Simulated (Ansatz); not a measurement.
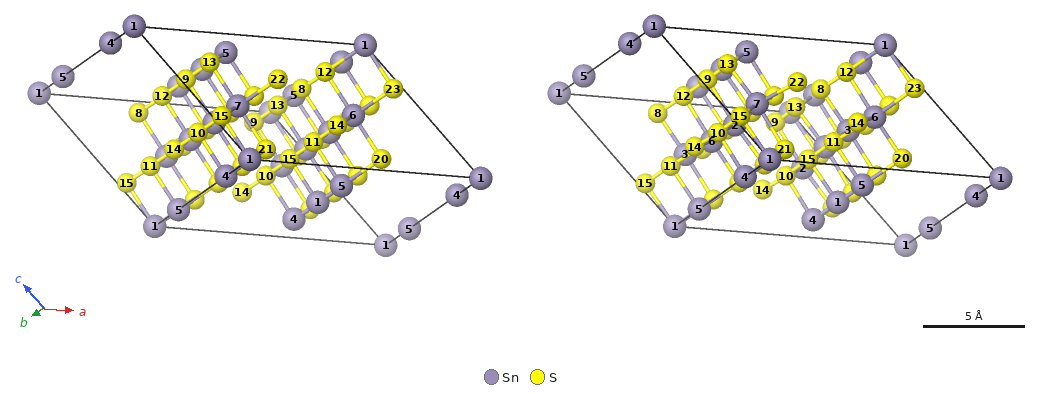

Two geometries of a defect cell of composition Sn7S16 (cell charge −4), drawn at one scale. One is the start of a relaxation, the other its converged end. A ball-and-stick model of the conventional cell (2 times the calculation's cell), seen from a free direction. Lengths and directions refer to the drawn axes.

Method: DFT PBEsol, scalar-relativistic, plane waves, PAW in Ansatz 0.2.0. Set-up: plane-wave cutoff 420 eV; k-point mesh 4 × 4 × 4; occupations gaussian; smearing width 0.05 eV; no spin polarisation; atoms relaxed in a fixed cell; force threshold 0.02 eV/Å; at most 50 steps.

Question: Which geometry has the lower energy?

Answer: The right one is the relaxed one. Case: Sn vacancy, atoms relaxed. The largest moves, 0.16 Å, are those of S atoms. By element the largest moves are S 0.16 Å, Sn 0.13 Å. The lattice vectors keep their values. Some distances before and after: S–Sn 2.572 → 2.467 Å, S–Sn 2.572 → 2.640 Å, S–Sn 2.572 → 2.616 Å, S–Sn 2.572 → 2.541 Å. Bond angles that change, for instance: S–Sn–S 89.6° → 101.1°, S–Sn–S 89.6° → 99.0°, S–Sn–S 180.0° → 171.5°. Over 5 accepted moves (6 points after the start) the energy falls by 0.959 eV per cell of the calculation. The largest force component goes from 1.7 to 0.0035 eV/Å. 1 step only repeated the SCF at the same geometry.

Limits of the set-up: the cell is charged, on a uniform background, and energies carry no finite-size correction.
